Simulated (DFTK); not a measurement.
System: LiCl, space group Fm-3m (No. 225).

Input file:
```
using DFTK
using PseudoPotentialData
using Unitful, UnitfulAtomic
using LinearAlgebra, Printf
include("save.jl")
disable_threading()

# lattice vectors are the columns
lattice = austrip(1u"Å") * [           0.0        2.56477        2.56477;
                  2.56477            0.0        2.56477;
                  2.56477        2.56477            0.0]
symbols   = [:Cl, :Li]
positions = [[0.5, 0.5, 0.5],
             [0.0, 0.0, 0.0]]
pseudopotentials = PseudoFamily("dojo.nc.sr.pbesol.v0_4_1.standard.upf")
elements = Dict(s => ElementPsp(s, pseudopotentials) for s in unique(symbols))
atoms    = [elements[s] for s in symbols]

build_model(lattice, positions; symmetries=true) =
    model_DFT(lattice, atoms, positions;
              functionals=PBEsol(),
              temperature=austrip(0.05u"eV"),
              smearing=Smearing.FermiDirac(),
              symmetries)
Ecut  = 37.0  # hartree
kgrid = [9, 9, 9]
tol   = 1e-6
to_GPa = ustrip(uconvert(u"GPa", 1u"hartree/bohr^3"))

results["points"] = []
for scale in [0.94, 0.96, 0.98, 1.0, 1.02, 1.04, 1.06]
    println("\n=== scale = ", scale)
    model = build_model(cbrt(scale) * lattice, positions)
    basis = PlaneWaveBasis(model; Ecut, kgrid)
    t0 = time()
    scfres = self_consistent_field(basis;
                                   tol,
                                   nbandsalg=AdaptiveBands(model; n_bands_converge=10))
    seconds = time() - t0
    @printf "SCF: %d iterations, %.1f s\n" scfres.n_iter seconds
    forces = compute_forces_cart(scfres)
    stress = compute_stresses_cart(scfres)
    @printf "V = %.5f Å^3  F = %.8f Ha  max force = %.5f eV/Å  p = %.4f GPa\n" ustrip(auconvert(u"Å^3", model.unit_cell_volume)) scfres.energies.total ustrip(auconvert(u"eV/Å", maximum(norm, forces))) (-tr(stress) / 3 * to_GPa)
    push!(results["points"], save_scf!(scfres; forces, stress, d=Dict{String,Any}("seconds" => seconds, "n_matvec" => get(scfres, :n_matvec, 0))))
end

# third-order Birch-Murnaghan fit in x = V^(-2/3)
V = [0.94, 0.96, 0.98, 1.0, 1.02, 1.04, 1.06] * abs(det(lattice))
E = [p["total"] for p in results["points"]]
x = V .^ (-2 / 3)
c = [x .^ 0 x x .^ 2 x .^ 3] \ E
Δ = c[3]^2 - 3c[2] * c[4]
if Δ > 0
    x0 = (-c[3] + sqrt(Δ)) / 3c[4]
    B0 = 4 / 9 * x0^(7 / 2) * (2c[3] + 6c[4] * x0)
    @printf "V0 = %.4f Å^3  B0 = %.2f GPa\n" ustrip(auconvert(u"Å^3", x0^(-3 / 2))) B0 * to_GPa
end
```

Launched with:
```bash
julia --threads=1 run.jl
```

Calculation (DFTK 0.8.2): plane-wave DFT, no spin polarisation; energies at scaled volumes of the given cell, shape and fractions fixed, counted from the fit's minimum, third-order Birch-Murnaghan fit. Level: PBEsol.

```csv
setting,value
k mesh,9×9×9
occupations,Fermi–Dirac
smearing width,0.05 eV
potentials,dojo.nc.sr.pbesol.v0_4_1.standard
wave cutoff,1007 eV
```

Describe the result: the energy and pressure against volume. The volume takes the values 15.86, 16.20, 16.53, 16.87, 17.21, 17.55, 17.88 Å³/atom.

A third-order Birch–Murnaghan fit gives V0 = 16.23 Å³/atom, B0 = 35.1 GPa and B′ = 4.4. The energy is 0.95 meV/atom at volume 15.86 Å³/atom and 15.60 meV/atom at 17.88 Å³/atom; the lowest computed point is at volume 16.20 Å³/atom (0.01 meV/atom), and no other minimum shows. The pressure falls from 0.83 GPa at volume 15.86 Å³/atom to −2.77 GPa at 17.88 Å³/atom, and changes sign near 16.22 Å³/atom.

| volume (Å³/atom) | energy (meV/atom) | pressure (GPa) |
| --- | --- | --- |
| 15.86 | 0.95 | 0.83 |
| 16.20 | 0.01 | 0.05 |
| 16.53 | 0.62 | −0.65 |
| 16.87 | 2.63 | −1.27 |
| 17.21 | 5.88 | −1.83 |
| 17.55 | 10.24 | −2.33 |
| 17.88 | 15.60 | −2.77 |

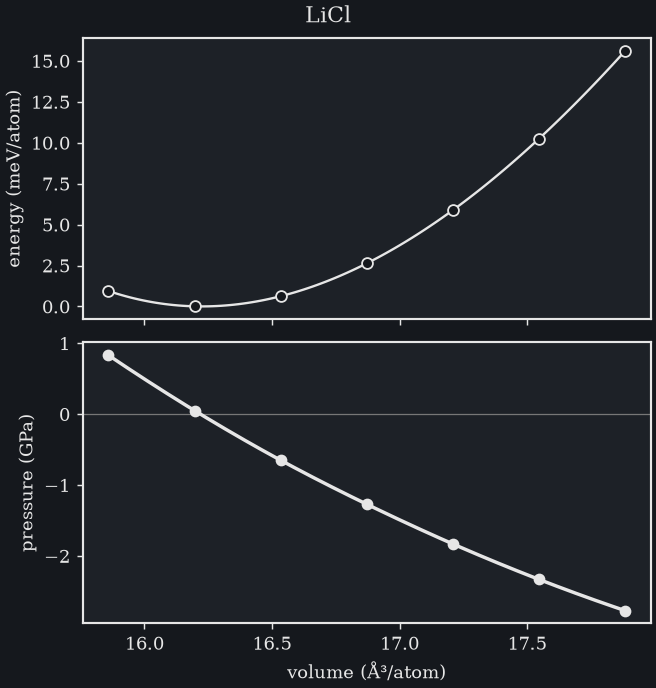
